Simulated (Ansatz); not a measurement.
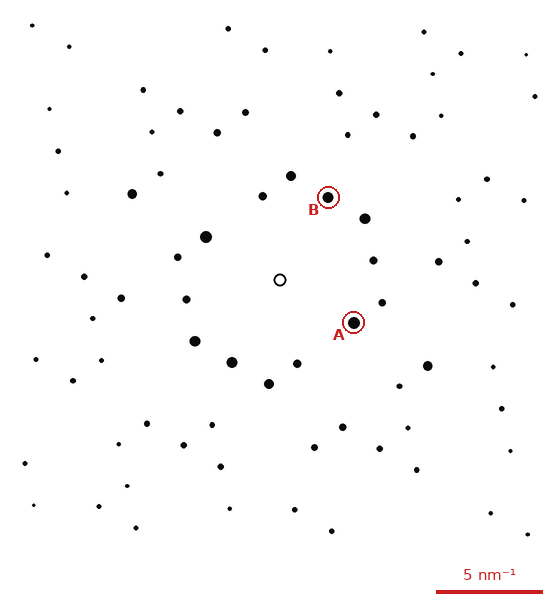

Simulated selected-area electron diffraction pattern (200 kV, kinematic approximation, thin crystal, B = 1 Å² for all atoms). Two individuals of a reflection twin are superposed (a geometric construction: whether this twin forms is not tested; the second individual is smaller and so fainter). Crystal: Si, space group Pm-3n (No. 223), a = 4.915 Å, zone axis [210]. Structure: the end point of a relaxation with DFT, PBE, plane waves (420 eV) with PAW, scalar-relativistic (Ansatz 0.2.0); the starting structure was generated, so it need not be a known form of this composition.

In the first individual spot A is 0 0 -2 and spot B is -1 2 0.

Question: On which plane is the crystal twinned?

Answer: (1-21). The spot positions of the combined pattern are mirror-symmetric about the row through 1 -2 1 (d = 2.006 Å), which both individuals share, while a single individual has only symmetry 2mm without that mirror line. Friedel's law adds the mirror line at right angles, so a twin on (1-2-5) would give the same picture; the more widely spaced plane was used.

Question: Which other reflections coincide?

Answer: Off the common row, 1 -2 4, 2 -4 -1, 1 -2 -5 and their kin fall on spots of the second individual; about 25 % of the first individual's visible spots are shared.
